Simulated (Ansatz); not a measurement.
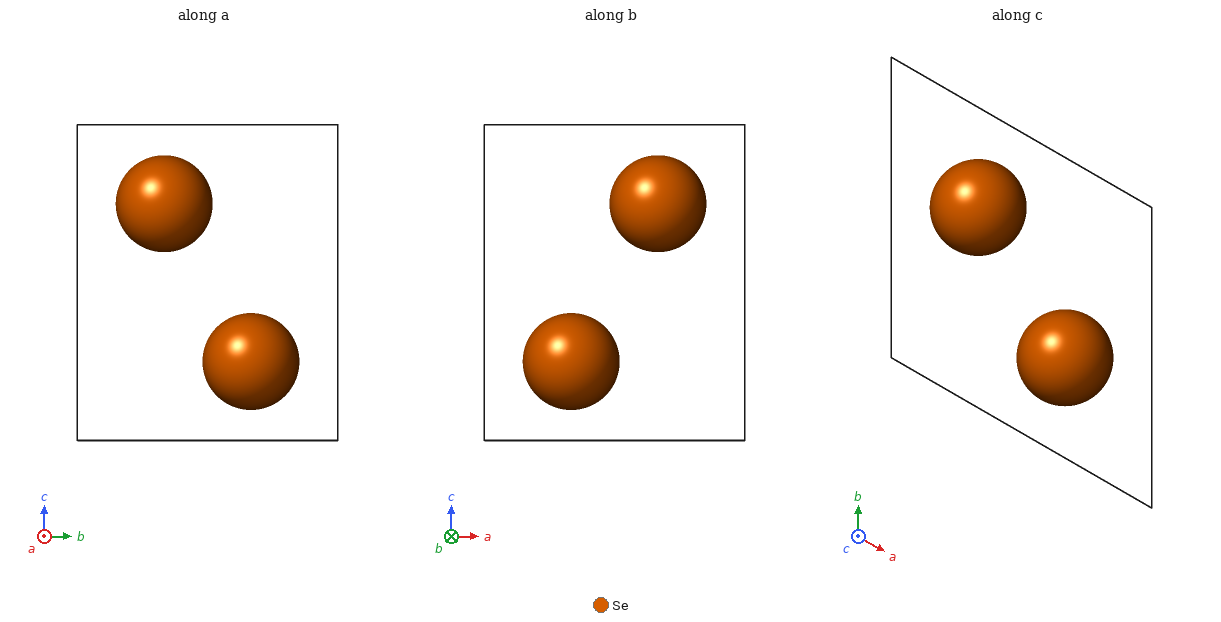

We look at a spheres-only model of the crystal along the a axis, along the b axis and along the c axis. Lines trace the edges of the conventional unit cell.

Lattice parameters: a = 3.7413 Å, b = 3.7413 Å, c = 3.9291 Å, α = 90.000°, β = 90.000°, γ = 120.000°.

**Transcribe the picture into a CIF in P1 with every atom of the cell.**

```cif
data_structure
_symmetry_space_group_name_H-M 'P 1'
_symmetry_Int_Tables_number 1
_cell_length_a 3.7413
_cell_length_b 3.7413
_cell_length_c 3.9291
_cell_angle_alpha 90.000
_cell_angle_beta 90.000
_cell_angle_gamma 120.000
_cell_volume 47.63
loop_
_atom_site_label
_atom_site_type_symbol
_atom_site_fract_x
_atom_site_fract_y
_atom_site_fract_z
_atom_site_occupancy
Se1 Se 0.3333 0.6667 0.2500 1
Se2 Se 0.6667 0.3333 0.7500 1
```

Its origin is a structure type filled with this element by a generator (whether the element takes this form wasn't checked). Earlier steps of the study may have refined or changed the cell and positions. It went into a calculation with Ansatz.

At this level of theory the cell isn't at rest (stretched, at -5 GPa), so its distances can differ from those at equilibrium, the more so the softer the solid.
